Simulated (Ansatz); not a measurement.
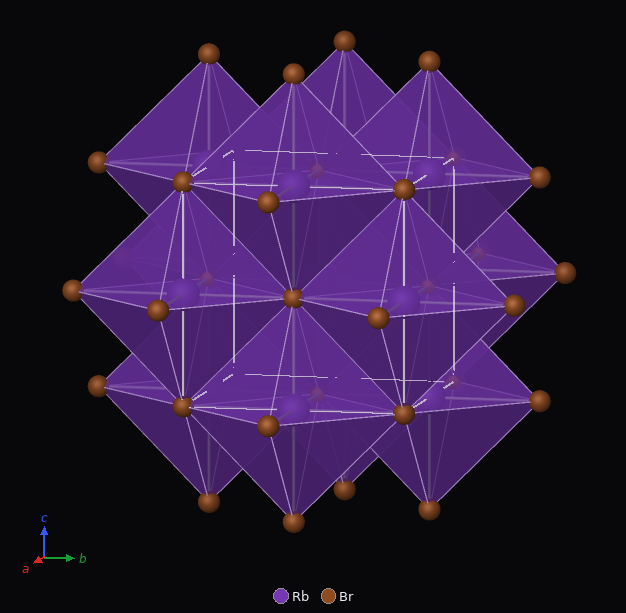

This polyhedral model is shown slightly off an axis. The frame is the conventional unit cell; atoms at its boundary are shown with their periodic copies. Some atoms of the next cells are drawn as well.

RbBr, rock salt (NaCl type), space group Fm-3m (No. 225), a = 7.017 Å, b = 7.017 Å, c = 7.017 Å, α = 90.00°, β = 90.00°, γ = 90.00°. Provenance: a structure type known for this compound. Earlier steps of the study may have refined or changed the cell and positions. A calculation with Ansatz used it as input.

This one geometry was computed with Ansatz (DFT, plane waves, PAW) at six levels of theory: PBE, PBEsol, PBE with spin-orbit coupling, HSE06, r2SCAN and LDA.

Which level gives the highest pressure at this volume, and what does that say about its equilibrium volume?

Highest: PBE (0.0 GPa), PBE with spin-orbit coupling (0.0 GPa) and HSE06 (-0.2 GPa), which points to the largest equilibrium volume. Lowest, with the smallest volume: LDA (-1.9 GPa). Levels within 0.5 GPa of each other can't be told apart.

How does the band gap change with the level of theory?

LDA: a gap of 3.79 eV on the k-mesh; PBE with spin-orbit coupling: a gap of 4.03 eV on the k-mesh; PBEsol: a gap of 4.06 eV on the k-mesh; PBE: a gap of 4.19 eV, direct; r2SCAN: a gap of 4.79 eV on the k-mesh; HSE06: a gap of 5.34 eV on the k-mesh.

Collect the results in a table.

| level | cutoff (eV) | k-mesh of the run's cell | gap (eV) | pressure (GPa) |
| --- | --- | --- | --- | --- |
| PBE | 420 | 8×8×8 | 4.19 | 0.0 |
| PBEsol | 420 | 8×8×8 | 4.06 | -0.9 |
| PBE with spin-orbit coupling | 420 | 8×8×8 | 4.03 | 0.0 |
| HSE06 | 420 | 4×4×4 | 5.34 | -0.2 |
| r2SCAN | 500 | 8×8×8 | 4.79 | -0.5 |
| LDA | 420 | 8×8×8 | 3.79 | -1.9 |

Gaps are taken on the k-mesh or band path of each run.
